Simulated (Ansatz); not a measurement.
W3Se

Input

```
crystal:
  lattice:
    - [4.0137538352, 0.0, 0.0]
    - [0.0, 4.0137538352, 0.0]
    - [0.0, 0.0, 4.0137538352]
  atoms:
    - { symbol: W, position: [0.0, 0.5, 0.5] }
    - { symbol: W, position: [0.5, 0.0, 0.5] }
    - { symbol: W, position: [0.5, 0.5, 0.0] }
    - { symbol: Se, position: [0.0, 0.0, 0.0] }
basis:
  ecutwfc: 500
kpoints:
  mp_grid: { grid: [12, 12, 12] }
hamiltonian:
  xc: r2scan
scf:
  occupations: { method: gaussian, width: 0.1 }
output:
  forces: true
  stress: true
  eigenvalues: true
  write_density: true
  write_potential: true
  elf: true
  volumetric_format: npy
relax:
  adjacent_minimum: "off"
  f_tol: 0.01
  max_steps: 80
  cell: { stress_tol: 0.05 }
```

Command:

```sh
ansatz run input.yaml --threads 1 --pin off --max-ram 2560MiB --backend cpu --events-out ev --progress --plain --runs-dir out
```

Below, planes, directions and counts refer to the conventional cell (a = 4.01 Å, b = 4.01 Å, c = 4.01 Å, α = 90.00°, β = 90.00°, γ = 90.00°).

The fields are those of the relaxed geometry.

Space group Pm-3m; started from the Cu3Au (L1_2)_221 prototype, which need not be the ambient phase.

Level of theory: DFT r2SCAN, scalar-relativistic, plane waves, PAW (Ansatz 0.2.0).

What will maps of the valence pseudo-density and electron localisation function show?

Answer. W–Se (2.84 Å): ρ is about 0.28 e/Å³ halfway; the ELF is about 0.25 at the midpoint.

Does the calculation give a band gap?

Answer. It is gapless in this calculation (a metal or semimetal); semilocal functionals without U, or without the true magnetic order, often close the gap of such compounds.

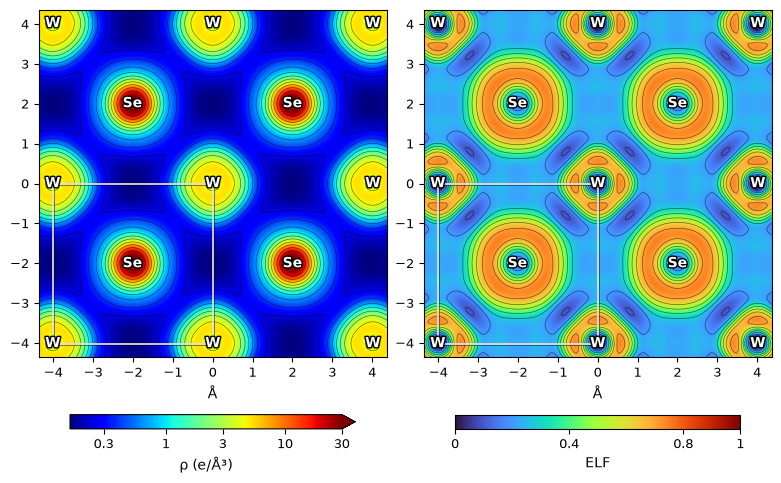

Computed valence pseudo-density and electron localisation function on the (001) plane of the conventional cell, in this order. 

Core electrons are frozen (PAW), and the valence fields are smoothed inside the atomic spheres.
